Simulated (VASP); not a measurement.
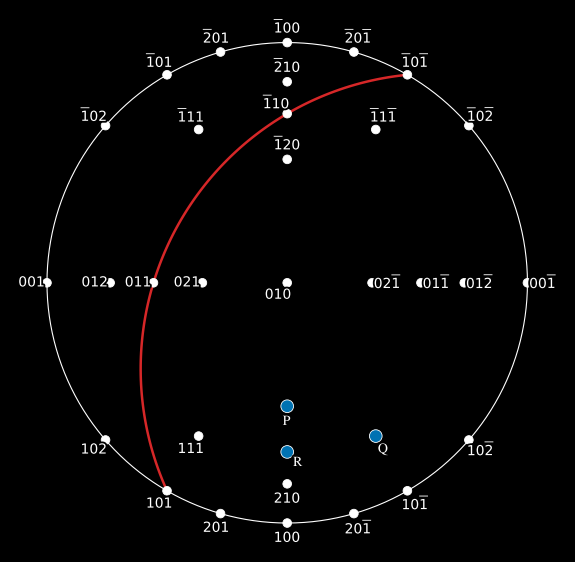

Stereographic projection of plane normals (upper hemisphere) centred on (0 1 0). Crystal: BN, a cell listed in the Materials Project, as set up for an electronic-structure calculation. The drawing is computed from the coordinates (standard cell, symmetry found to 0.002 Å).

a = 2.503 Å, b = 6.991 Å, c = 4.332 Å, α = 90.00°, β = 90.00°, γ = 90.00°.

### Index the poles marked P, Q, R.

P is (1 2 0), 54.4° from the centre; Q is (1 1 −1), 72.8° from the centre; R is (1 1 0), 70.3° from the centre.

### Which zone does the coloured great circle trace?

The zone [1 1 −1]: its poles satisfy h + k − l = 0.

### What is the angle between the normals of (−1 1 −1) and (1 0 0), and what are their d_hkl = 1/|g|?

145.8°; d = 2.070 Å and 2.503 Å.
